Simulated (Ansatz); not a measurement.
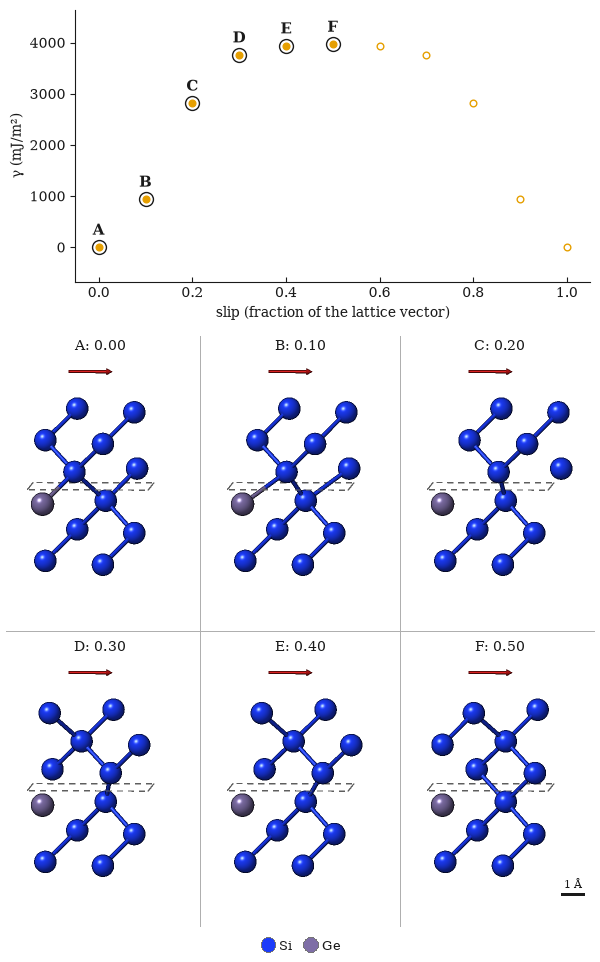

A scan of crystalline Si₇Ge (P-43m): the crystal above a cut along the (1 0 0) plane of the conventional cell (between a plane of Ge/Si below and one of Si above, 1.38 Å apart) is slid rigidly by fractions of an in-plane lattice vector 5.47 Å long (a generalised stacking fault). One cut stands in each cell, which starts 10.9 Å high; nothing is relaxed, and the dashed outline marks the cut, the arrow on top the direction of slip. The lettered frames are marked on the plot. Hollow markers are points alike by symmetry, not computed again. A ball-and-stick model of the layers on both sides of the cut, seen from the side, nearly along the cut plane.

Theory: DFT r2SCAN, scalar-relativistic, plane waves, PAW (Ansatz). Settings: plane-wave cutoff 500 eV; k-point mesh 6 × 6 × 3; occupations gaussian; smearing width 0.05 eV; no spin polarisation. Energies (free energies at the smearing named) are counted from the relaxed crystal.

**What does the scan show?**

The curve starts and ends at zero, since a full lattice vector restores the crystal. Its highest computed point is 3967 mJ/m² at slip 0.50, which the unstable stacking-fault energy of this rigid path equals or slightly exceeds. No local minimum shows among the points, so there is no metastable fault on this line. The path is symmetric about half-way. Relaxation across the fault would lower the values. The band gap on the mesh, 0.59 eV in the reference, closes at 0.20, 0.30, 0.40, 0.50.
